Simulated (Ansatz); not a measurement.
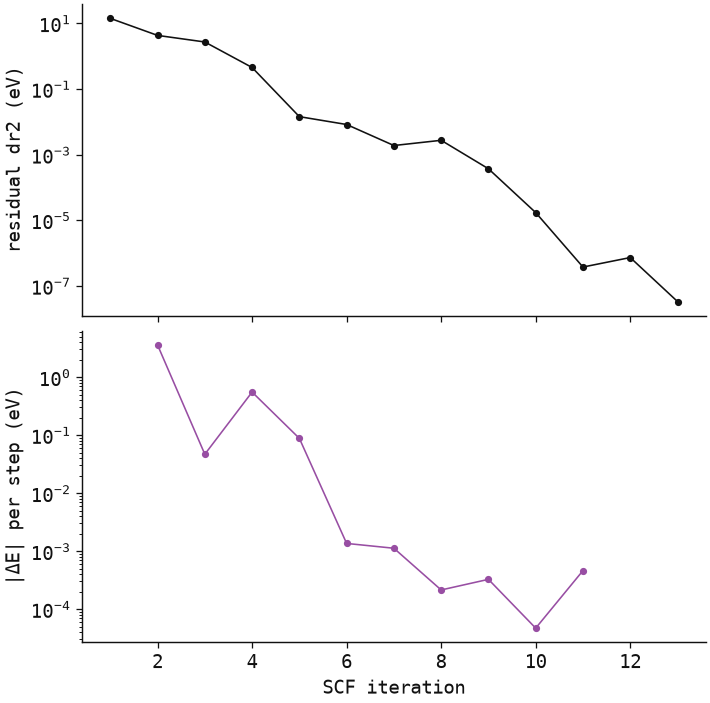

The plot shows the SCF iterations of a calculation: density residual dr2, step-to-step change of the Harris–Foulkes energy. Energy differences below 3 × 10⁻⁶ eV aren't drawn. The starting density is a sum of atomic densities corrected by a trained network.

System: Ag (Pmmm, 1 atom in the cell).
Method: DFT PBE, scalar-relativistic, plane waves, PAW in Ansatz 0.2.0; cutoff 420 eV, 14×6×6 k-mesh, Gaussian smearing of 0.1 eV.

**Did the calculation converge?**

Not converged after 13 iterations. The residual goes from 14 at the first step to 3 × 10⁻⁸ at the last. From the first spectrum the program read the system as a metal and chose the LDOS preconditioner.

**Read the residual at the first and at the last step drawn.**

It starts near 10 and ends near 3 × 10⁻⁸ eV.
